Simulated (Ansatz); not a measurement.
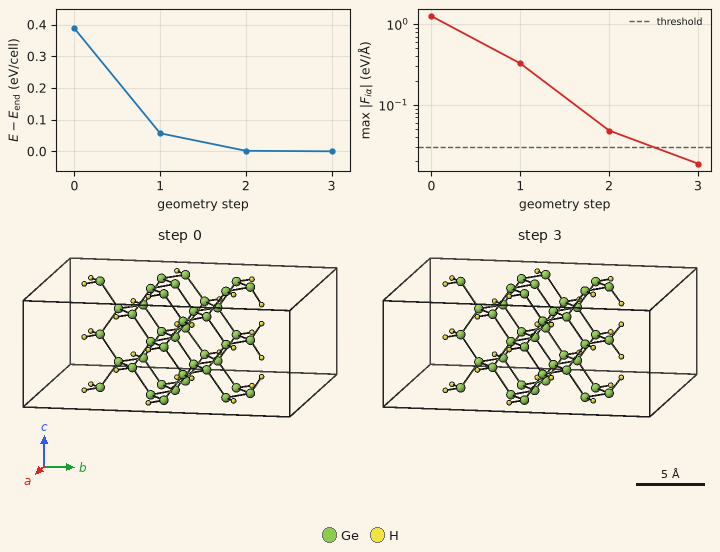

First and last geometry of a relaxation of a wire of composition Ge17H12, with the history of the run. Style: ball-and-stick. Shown: the 2 repeat of the cell, with the vacuum cut short, slightly off an axis.

Level of theory: DFT, PBEsol, PAW, plane waves (Ansatz 0.2.0). Set-up: plane-wave cutoff 420 eV; k-point mesh 1 × 1 × 8; no spin polarisation; atoms relaxed in a fixed cell; force threshold 0.03 eV/Å; at most 80 steps.

Read the history and describe the run.

Answer. It converged. Over 3 geometry steps the energy falls by 0.388 eV per cell of the calculation. The largest force component goes from 1.3 to 0.019 eV/Å. The atom that moves furthest relative to the layer's centre is an H atom (0.11 Å). By element the largest moves are H 0.11 Å, Ge 0.10 Å. The lattice vectors keep their values. Some distances before and after: Ge–Ge 2.521 → 2.434 Å, Ge–Ge 2.504 → 2.425 Å, Ge–H 1.491 → 1.552 Å, Ge–Ge 2.485 → 2.434 Å. Bond angles that change, for instance: H–Ge–H 112.7° → 105.5°, Ge–Ge–H 112.8° → 108.6°, Ge–Ge–H 106.5° → 110.6°.
